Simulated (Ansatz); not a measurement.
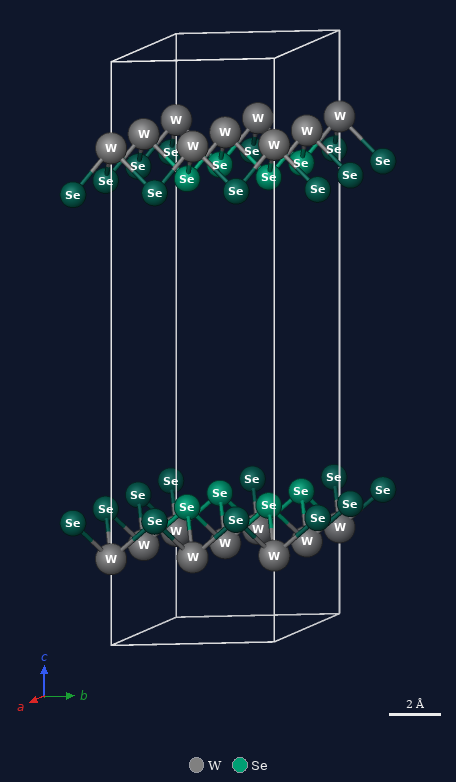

The structure (ball-and-stick view of the 2 × 2 repeat of the cell, with the vacuum cut short, seen slightly off an axis; neighbours outside the cell are drawn fainter).

Single-point calculation of WSe

- system: WSe (slab, 4 atoms in the cell)
- method: DFT PBEsol, scalar-relativistic, plane waves, PAW, no spin polarisation (Ansatz 0.2.0)

The structure derives from a Materials Project entry. It belongs to a series of runs on one base structure; here: (0 0 1) slab cut from the bulk. Figures and captions count atoms from 1; the log counts them from 0 in places.

The program's output:
```
Engine: ansatz 0.2.0, x86_64-unknown-linux-gnu
Pseudopotentials: kind: paw
Pseudopotential: W, paw, valence charge 14, recommended cutoff 420 eV (normal), W.paw.azcp
Pseudopotential: Se, paw, valence charge 16, recommended cutoff 420 eV (normal), Se.paw.azcp
Functional definition: PBEsol
  exchange = pbesol_x
  correlation = pbesol_c
Crystal: 4 atoms, lattice volume = 293.238 Å³
Basis set: ecut = 420 eV, 5841 PW (Γ), exchange–correlation on 48×48×432 points (8 copies of the dense FFT grid, shifted against one another)
Bands: 36, of which v1, the nominal top of the filled ones, is band 30 counted from 1 (29 counted from 0)
Symmetry: 6 space group operations
k-points: 12 of 81 (time reversal used)
Non-local potential: W, projectors of the file, l = 0: 3, l = 1: 2, l = 2: 2, l = 3: 1
Non-local potential: Se, projectors of the file, l = 0: 2, l = 1: 2, l = 2: 3, l = 3: 1
PAW form: soft (Blöchl's): semilocal exchange-correlation on the pseudo side does not see the compensation charge
PAW frozen core: W, regenerated for the run's functional, and the local potential with it (the file was generated under x = pbe(κ = 0.804, μ = 0.2195149727645171), c = pbe(β = 0.06672455060314922))
PAW frozen core: Se, regenerated for the run's functional, and the local potential with it (the file was generated under x = pbe(κ = 0.804, μ = 0.2195149727645171), c = pbe(β = 0.06672455060314922))
PAW one-centre angular grid: W, 590 points (default); XC on 64 Gauss nodes
PAW one-centre angular grid: Se, 590 points (default); XC on 64 Gauss nodes
Initial density: superposition of atomic densities (neutral atoms: chi_scale 0, normalization atom), corrected by the library's trained network
Initial wavefunctions: pseudopotential atomic-orbital guess
Functional: x = pbesol(κ = 0.804, μ = 0.12345679012345678), c = pbesol(β = 0.046)
SCF iter   1: F=—  HF=-31357.846660 eV  |F-HF|=—  |Δ(HF+E_count)|=         —  Δρ=4.65e-3  dr2=9.23e-2  ethr=1.77e-3  p=0.000 e·Å  D=1.48e-14 V/Å  ΔV_dip=-0.00 eV  dr2_dipole=2.12e-9  V_vac-E_F(+/−)=5.30/5.30 eV  ⟨swp⟩=8.2  Hψ=1743  notcnv=0
efield: sawtooth ramp at fractional position 0.9800 (placed from the atoms, in the widest stretch of the axis that holds none; the zero of the levels goes with the place), width 0.0400; the density the first Hamiltonian is built on has a dipole p = 0.000 e·Å; the dipole correction subtracts the counter field D = 1.48e-14 V/Å, which shifts the + side's vacuum level by -0.00 eV against the − side's; the planar-averaged density in the ramp window peaks in size at 1.1e-4 e/Å³
preconditioner: auto → Resta (q_TF=auto, 2.094 Å⁻¹)  ε∞=3.7  [insulator: Δε(μ)=0.336 eV  Ē_g=6.457 eV  σ=0.050 eV  W_gap=1.00  n_scr=20 (ndim 8)  ℏωp=10.6 eV  f_vac=0.644  D(μ)=0.00/eV (n_scr^D=0)  ε∞_Penn≈3.7  vacuum switching on, ρ_ref=3.0e-3 e/Å³]
SCF iter   2: F=—  HF=-31357.838710 eV  |F-HF|=—  |Δ(HF+E_count)|=   7.95e-3  Δρ=2.68e-3  dr2=4.51e-2  ethr=1.54e-4  p=-0.000 e·Å  D=-4.74e-5 V/Å  ΔV_dip=0.00 eV  dr2_dipole=9.78e-9  V_vac-E_F(+/−)=5.07/5.07 eV  ⟨swp⟩=2.2  Hψ=678  notcnv=0  defer=22
SCF iter   3: F=—  HF=-31357.836832 eV  |F-HF|=—  |Δ(HF+E_count)|=   1.88e-3  Δρ=1.66e-3  dr2=2.14e-2  ethr=7.52e-5  p=-0.000 e·Å  D=-3.61e-5 V/Å  ΔV_dip=0.00 eV  dr2_dipole=1.85e-9  V_vac-E_F(+/−)=4.98/4.98 eV  ⟨swp⟩=2.0  Hψ=578  notcnv=0  defer=22
SCF iter   4: F=—  HF=-31357.835780 eV  |F-HF|=—  |Δ(HF+E_count)|=   1.05e-3  Δρ=3.68e-4  dr2=1.44e-3  ethr=3.57e-5  p=0.000 e·Å  D=1.23e-6 V/Å  ΔV_dip=-0.00 eV  dr2_dipole=6.58e-8  V_vac-E_F(+/−)=4.81/4.81 eV  ⟨swp⟩=2.0  Hψ=556  notcnv=0  defer=22
SCF iter   5: F=—  HF=-31357.836930 eV  |F-HF|=—  |Δ(HF+E_count)|=   1.15e-3  Δρ=2.17e-4  dr2=4.10e-4  ethr=2.40e-6  p=0.000 e·Å  D=6.45e-5 V/Å  ΔV_dip=-0.00 eV  dr2_dipole=8.09e-7  V_vac-E_F(+/−)=4.74/4.74 eV  ⟨swp⟩=2.5  Hψ=556  notcnv=0  defer=22
SCF iter   6: F=—  HF=-31357.837240 eV  |F-HF|=—  |Δ(HF+E_count)|=   3.11e-4  Δρ=7.49e-5  dr2=6.47e-5  ethr=6.83e-7  p=-0.000 e·Å  D=-1.83e-4 V/Å  ΔV_dip=0.01 eV  dr2_dipole=5.12e-6  V_vac-E_F(+/−)=4.72/4.72 eV  ⟨swp⟩=2.0  Hψ=524  notcnv=0  defer=22
SCF iter   7: F=—  HF=-31357.837260 eV  |F-HF|=—  |Δ(HF+E_count)|=   1.99e-5  Δρ=7.11e-5  dr2=6.84e-5  ethr=1.08e-7  p=0.000 e·Å  D=2.83e-4 V/Å  ΔV_dip=-0.01 eV  dr2_dipole=1.26e-5  V_vac-E_F(+/−)=4.70/4.71 eV  ⟨swp⟩=2.1  Hψ=567  notcnv=0  defer=22
SCF iter   8: F=—  HF=-31357.837258 eV  |F-HF|=—  |Δ(HF+E_count)|=   2.64e-6  Δρ=1.62e-5  dr2=2.74e-6  ethr=1.08e-7  p=-0.000 e·Å  D=-9.22e-6 V/Å  ΔV_dip=0.00 eV  dr2_dipole=3.89e-8  V_vac-E_F(+/−)=4.70/4.70 eV  ⟨swp⟩=2.0  Hψ=509  notcnv=0  defer=22
SCF iter   9: F=—  HF=-31357.837258 eV  |F-HF|=—  |Δ(HF+E_count)|=   8.00e-7  Δρ=5.40e-6  dr2=1.41e-7  ethr=4.57e-9  p=0.000 e·Å  D=6.19e-6 V/Å  ΔV_dip=-0.00 eV  dr2_dipole=3.86e-9  V_vac-E_F(+/−)=4.70/4.70 eV  ⟨swp⟩=3.0  Hψ=790  notcnv=0  defer=22
SCF iter  10: F=-31357.837259 eV  HF=-31357.837259 eV  |F-HF|=8.64e-9  |Δ(HF+E_count)|=   1.94e-7  Δρ=1.38e-6  dr2=7.92e-9  ethr=1.67e-10  p=0.000 e·Å  D=8.46e-8 V/Å  ΔV_dip=-0.00 eV  dr2_dipole=8.92e-12  V_vac-E_F(+/−)=4.70/4.70 eV  ⟨swp⟩=16.4  Hψ=3280  notcnv=0
SCF 1 converged in 10 iterations: F = -31357.837259 eV  dr2 = 7.92e-9
  greatest PAW one-centre occupation: 1.000 electrons in one spin orbital (limit 2), on the Se atom at site 1 (counted from 0), in its partial waves of l = 2
```

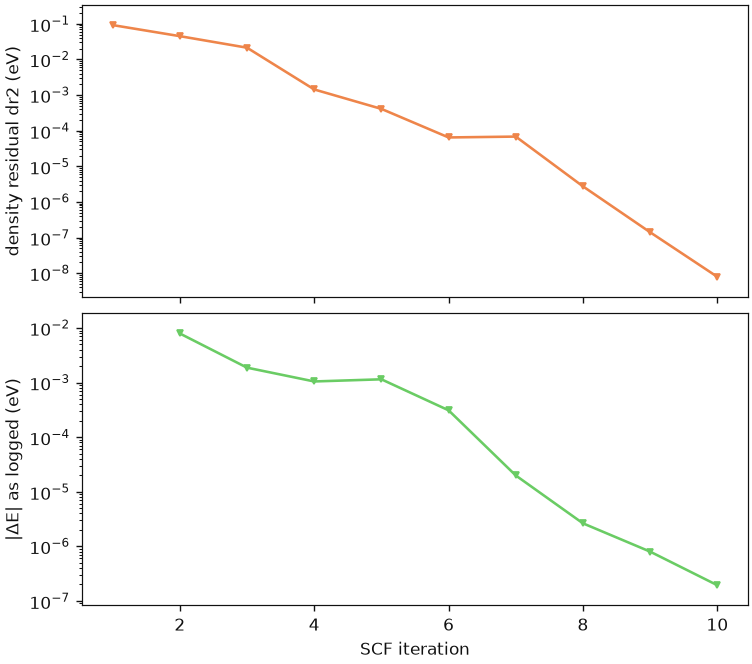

Convergence of the self-consistent field: density residual dr2 and size of the energy change against the SCF iteration. The residual falls almost steadily, with no more than small rises.

```
WARN: The output density's exchange-correlation potential varies sharply where the density is thin. Do not read a vacuum level from v_tot or v_xc, or from such a field of the output density. On a cell that repeats whose density bears no net charge and no dipole along the vacuum's axis use v_es (v_loc + v_h of the components); under efield.dipole_correction with no amplitude use v_es + v_field, which holds any external_charges[].barrier, or the levels of the report's work_function block, which leave it out; under a non-zero efield.amplitude the vacuum is tilted and has no level; on a cell that repeats and bears such a dipole with no correction it is tilted too, and efield.dipole_correction with no amplitude gives each side of its ramp a level where efield: is served; in a cell that repeats whose density bears a net charge (total_charge, or a fill off its count) it is curved and has none; of a slab under crystal.periodic whose density bears no net charge use v_es, which has a level on each side, short of where the two are joined; of another it falls or rises all the way out and has none; of a slab beside external_charges read slab_vacuum_level instead, which it has where they leave it neutral. The grid or the basis barely resolves most such structure, and the values can differ between equally converged runs; as a rule a tighter scf.convergence.dr2_threshold does not remove it. Where the density itself ripples (under the LDA too) a higher basis.ecutwfc lessens it. The files hold the spikes' plane waves up to the density's cutoff. Files: v_tot_of_output_density and the like, and their columns of v_z.tsv (output.write_potential); v_xc_of_output_density and the like, and their columns of v_comp_z.tsv (output.write_potential_components). Measured: with its Gaussian average of σ = 0.25 Å subtracted twice, the exchange-correlation potential is over 0.1 eV at 1346 of the grid points where the equally averaged density (valence and model cores) is under 1e-3 e/Å³, and 1.19 eV at the most among them, at an averaged density of 6.9e-8 e/Å³. The input density's (outcome.potential() and, of a run that writes arrays, v_tot and v_xc) is over 0.1 eV, so measured, at 30 points of its own thin density, 0.143 eV at the most. See output.write_potential in the manual, Limitations
SCF converged after 10 iterations
Free energy (F): -31357.837259 eV
Harris-Foulkes:  -31357.837259 eV  (|F-HF|=8.64e-9)
Internal energy: -31357.837258 eV  (E = F + TS)
E sigma→0 (E₀):  -31357.837258 eV
Entropy (-TS):   -0.000000 eV (-0.000 meV/atom)
Fermi energy:    0.459815 eV
Dipole field:    D = 0.000003 V/Å  (p = 0.000006 e·Å, saw-weighted, corrected)
Work function:   Φ+ = 4.6959 eV   Φ− = 4.6960 eV
Levels:          The Fermi level and band energies are counted from a zero that moves with the ramp; work functions are not
--- Per-component energies (eV) ---
  E_band       = -1803.238205
  E_kinetic    = 1123.239188
  E_local      = -35435.228851  (includes V_loc(G=0)·N_el)
  E_nonlocal   = -1175.262854
  E_hartree    = 17083.569581
  E_xc         = -728.459783
  E_vxc        = -662.137467  (∫ρ·V_xc dr)
  E_paw        = -20608.917829  (= ΣΔE_a)
  E_vpaw       = 179.017231  (= ΣTr[D̂ρ^β])
  E_aug_tail   = -0.001333  (compensation charges beyond the density's cutoff)
  E_efield     = 0.000000  (sawtooth field / dipole correction)
  E_vefield    = 0.000000  (∫n·V_field dr)
  E_ewald      = 8380.764138
  E_core_change = 2.460485  (= ΣΔE_core)
  E_smearing   = -0.000000  (= −TS)
  E_closure    = 0.000000  (closes the sum)
  Σ components = -31357.837259   (vs F -31357.837259, Δ=0.00e0)
--- Forces (eV/Å), atoms counted from 1 ---
  atom   1  W      0.00000000    -0.00000000     0.72823785
  atom   2  Se    -0.00000000     0.00000000    -0.72831627
  atom   3  Se     0.00000000     0.00000000     0.72830569
  atom   4  W     -0.00000000    -0.00000000    -0.72823563
  max |Σ_I F_I| component: 8.35e-6 eV/Å
--- Stress (GPa, compression-positive) ---
       -6.595446       0.000000       0.000000
        0.000000      -6.595446       0.000000
        0.000000       0.000000      -1.331465
  P = ⅓ Tr σ = -4.8408 GPa (-48.408 kbar)
--- Band table (eV; the first three rows and the last of 12) ---
  k-point 0: bands = ["-73.7926", "-73.7926", "-47.7028", "-47.7028", "-47.7027", "-47.7027", "-47.6409", "-47.6409", "-47.6409", "-47.6409", "-47.6156", "-47.6155", "-38.0877", "-38.0877", "-37.8101", "-37.8101", "-37.8101", "-37.8101", "-14.2408", "-14.2408", "-5.4945", "-5.4945", "-1.5063", "-1.5063", "-1.5063", "-1.5063", "-0.4189", "-0.4188", "-0.1418", "-0.1418", "0.8188", "0.8188", "0.8189", "0.8189", "3.6002", "3.6002"]
  k-point 1: bands = ["-73.7914", "-73.7914", "-47.7028", "-47.7027", "-47.7022", "-47.7022", "-47.6411", "-47.6411", "-47.6410", "-47.6410", "-47.6153", "-47.6153", "-38.0834", "-38.0834", "-37.8364", "-37.8364", "-37.8164", "-37.8164", "-14.0930", "-14.0930", "-5.2327", "-5.2327", "-2.2322", "-2.2322", "-1.5028", "-1.5028", "-0.3694", "-0.3693", "-0.1621", "-0.1621", "0.8143", "0.8143", "0.9594", "0.9594", "3.1558", "3.1565"]
  k-point 2: bands = ["-73.7883", "-73.7883", "-47.7027", "-47.7027", "-47.7008", "-47.7007", "-47.6417", "-47.6417", "-47.6412", "-47.6412", "-47.6146", "-47.6146", "-38.0724", "-38.0724", "-37.9024", "-37.9023", "-37.8323", "-37.8323", "-13.6864", "-13.6864", "-4.5668", "-4.5668", "-3.5298", "-3.5298", "-1.6274", "-1.6274", "-0.5399", "-0.5399", "-0.4141", "-0.4141", "1.1083", "1.1084", "1.1441", "1.1442", "3.2800", "3.2808"]
  k-point 11: bands = ["-73.7809", "-73.7809", "-47.7003", "-47.7003", "-47.6997", "-47.6997", "-47.6426", "-47.6426", "-47.6422", "-47.6421", "-47.6130", "-47.6130", "-38.0446", "-38.0446", "-37.9726", "-37.9726", "-37.9585", "-37.9585", "-12.4207", "-12.4207", "-4.9010", "-4.9010", "-4.4886", "-4.4885", "-2.9570", "-2.9570", "-0.4313", "-0.4313", "-0.2244", "-0.2244", "1.8853", "1.8853", "2.0273", "2.0273", "4.4713", "4.4713"]
```

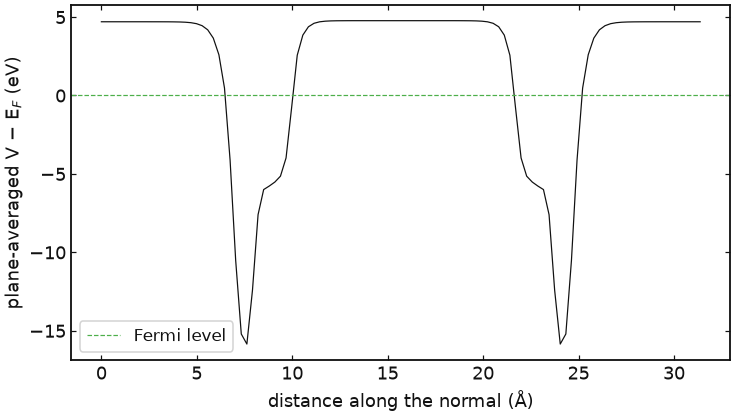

Plane average of the electrostatic potential energy of an electron across the cell, from the Fermi level. The vacuum level lies 4.70 eV above the Fermi level.

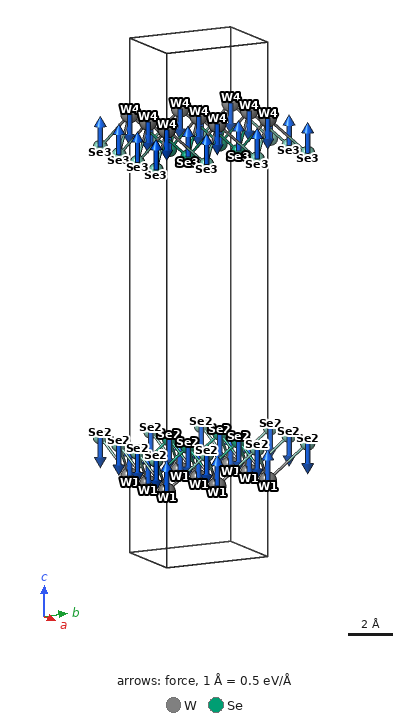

Forces on the atoms as blue arrows (ball-and-stick view of the 2 × 2 repeat of the cell, with the vacuum cut short, seen slightly off an axis; neighbours outside the cell are drawn fainter; atoms are numbered from 1 in the order of the input). The largest act on Se2, Se3 (0.73 eV/Å); W1, W4 (0.73 eV/Å). The geometry is not a stationary point of this energy.

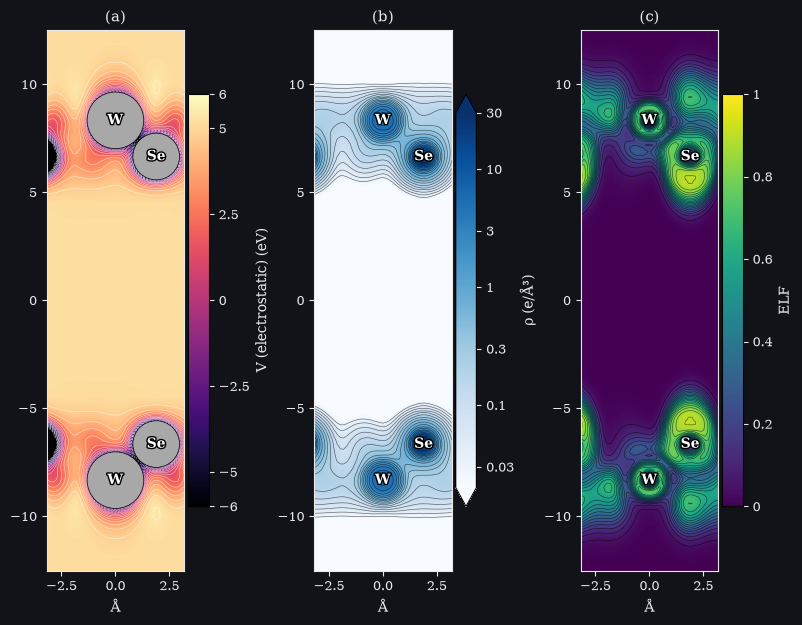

(a) electrostatic potential (local pseudopotential plus Hartree) felt by an electron; (b) valence pseudo-density; (c) electron localisation function on the (110) plane of the calculation cell, a cut from vacuum to vacuum. Grey discs, where drawn, cover atomic cores. Atoms in the plane: W and Se. W–Se (2.52 Å): ρ is about 0.56 e/Å³ halfway; the ELF is about 0.50 at the midpoint. The density dies away to nearly zero in the vacuum. The strong features right at W lie inside the PAW spheres (semicore, d or f shells) and say nothing about bonding. The fields are those of the smooth PAW valence density.

This output came from the following input.

Input:
```yaml
crystal:
  lattice:
    - [3.2702526784, 0.0, 0.0]
    - [-1.6351263392, 2.8321218963, 0.0]
    - [0.0, 0.0, 31.6612169706]
  atoms:
    - { symbol: W, position: [0.0, 0.0, 0.2368828718] }
    - { symbol: Se, position: [0.3333333333, 0.6666666667, 0.2897164081] }
    - { symbol: Se, position: [0.3333333333, 0.6666666667, 0.7102835919] }
    - { symbol: W, position: [0.0, 0.0, 0.7631171282] }
basis:
  ecutwfc: 420
kpoints:
  mp_grid: { grid: [9, 9, 1] }
hamiltonian:
  xc: pbesol
scf:
  occupations: { method: gaussian, width: 0.05 }
output:
  forces: true
  stress: true
  eigenvalues: true
  write_density: true
  write_potential: true
  elf: true
  volumetric_format: npy
efield:
  axis: 3
  dipole_correction: true
  ramp_width: 0.04
```

Launch command:
```bash
ansatz run input.yaml --threads 1 --pin off --max-ram 2560MiB --backend cpu --events-out ev --progress --plain --runs-dir out
```

Key numbers:

```tsv
quantity	value
outcome	converged
electrons treated	60
free energy	−31357.8373 eV
work function, top face	4.70 eV
work function, bottom face	4.70 eV
Fermi energy	0.460 eV
gap on the k-point mesh	0.32 eV
work function (upper face)	4.70 eV
largest force (length of the vector)	0.728 eV/Å
hardware	1 thread of Intel Xeon @ 2.50GHz (Skylake/Cascade Lake), 32 GiB of memory available, shared host
wall time	15 s
peak memory	0.53 GiB
```

Notes:

The program warns: the exchange-correlation potential is rough where the density is thin. Spin–orbit coupling is left out, which matters for W.
